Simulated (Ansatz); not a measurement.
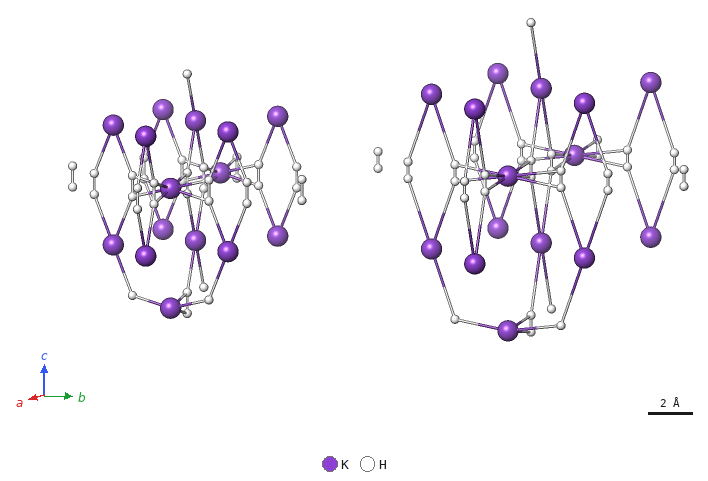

Two geometries of a crystal of K3H8 (a generated structure, set up in P4/mmm) (coarse preliminary run), drawn at one scale. One is the start of a relaxation, the other its converged end. A ball-and-stick model of the atoms within 5.8 Å of the atom that moves most (axes of the cell of the calculation), seen slightly off an axis.

Computed with DFT PBE, scalar-relativistic, plane waves, PAW (Ansatz). (plane-wave cutoff 420 eV; k-point mesh 4 × 4 × 4; occupations gaussian; smearing width 0.1 eV; no spin polarisation; cell and atoms relaxed; force threshold 0.04 eV/Å; at most 70 steps)

### Which geometry has the lower energy?

The right one is the relaxed one. The largest moves relative to the cell, 0.26 Å, are those of H atoms. K stays in place. The volume changes by +130.0 %, with a = b 5.690 → 7.592 Å (+33.4 %), c 5.505 → 7.111 Å (+29.2 %). Near-neighbour distances that change, for instance: H–K 2.458 → 3.377 Å, H–K 1.961 → 2.659 Å, H–H 0.967 → 0.772 Å. The space group stays P4/mmm (No. 123). The energy falls by 5.925 eV per cell of the calculation in 11 accepted moves (14 points after the start). The largest force component goes from 2.1 to 0.026 eV/Å. Pressure: 10.43 GPa at the start and 0.01 GPa at the end. The line search rejected the trial step at point 12 of the run. At 2 points the geometry stayed and the basis and grid were re-selected for the new cell (energy shift of 0.386 eV per cell of the calculation at most each time). Cost: 3.7 min on 1 thread of Arm Neoverse N1, on a shared host, peak memory 0.57 GiB.
